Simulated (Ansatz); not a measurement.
GaN

The calculation's input:

```
crystal:
  lattice:
    - [0.0328928376, 2.1414080715, 2.1414080715]
    - [2.1414080715, 0.0328928376, 2.1414080715]
    - [2.1414080715, 2.1414080715, 0.0328928376]
  atoms:
    - { symbol: Ga, position: [0.0, 0.0, 0.0] }
    - { symbol: "N", position: [0.5, 0.5, 0.5] }
kpoints:
  mp_grid: { grid: [10, 10, 10] }
  band_path:
    path:
      - [0.0, 0.0, 0.0]
      - [0.5, 0.0, 0.5]
      - [0.625, 0.25, 0.625]
      - [0.375, 0.375, 0.75]
      - [0.5, 0.5, 0.5]
      - [0.5, 0.25, 0.75]
      - [0.1875, 0.1875, 0.375]
    npoints: 1
hamiltonian:
  xc: pbe
scf:
  occupations: { method: fermi_dirac, width: 0.02 }
  n_extra_bands: 4
output:
  forces: true
  stress: true
  eigenvalues: true
  write_density: true
  write_potential: true
  elf: true
  volumetric_format: npy
```

Command:

```sh
ansatz run input.yaml --threads 4 --pin off --max-ram 3686MiB --backend cpu --events-out ev --progress --plain --runs-dir out
```

Below, planes, directions and counts refer to the conventional cell (a = 2.98 Å, b = 2.98 Å, c = 7.48 Å, α = 90.00°, β = 90.00°, γ = 120.00°).

Space group R-3m; started from the rocksalt prototype, which need not be the ambient phase; changed on purpose from its base cell (shear 111 strain +2.3%); computed pressure about 3 GPa in this cell.

The calculation used DFT, PBE, plane waves, PAW in Ansatz 0.2.0.

Q: What will maps of the valence pseudo-density and electron localisation function show?

A: Ga–N (2.13 Å): the density is about 0.51 e/Å³ at the midpoint; the ELF peaks at about 0.85 in the valence shell of N, 0.7 Å from its nucleus, and is about 0.35 at the midpoint.

Q: Metal or insulator at this level of theory?

A: It is gapped, with a Kohn–Sham gap of 0.42 eV on the k-point mesh, an upper bound to the gap of this method.

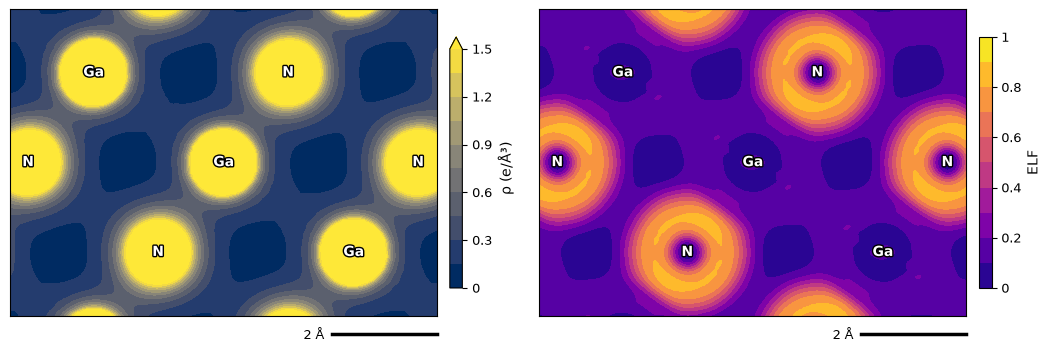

Computed valence pseudo-density and electron localisation function on the (110) plane of the conventional cell, in this order. 
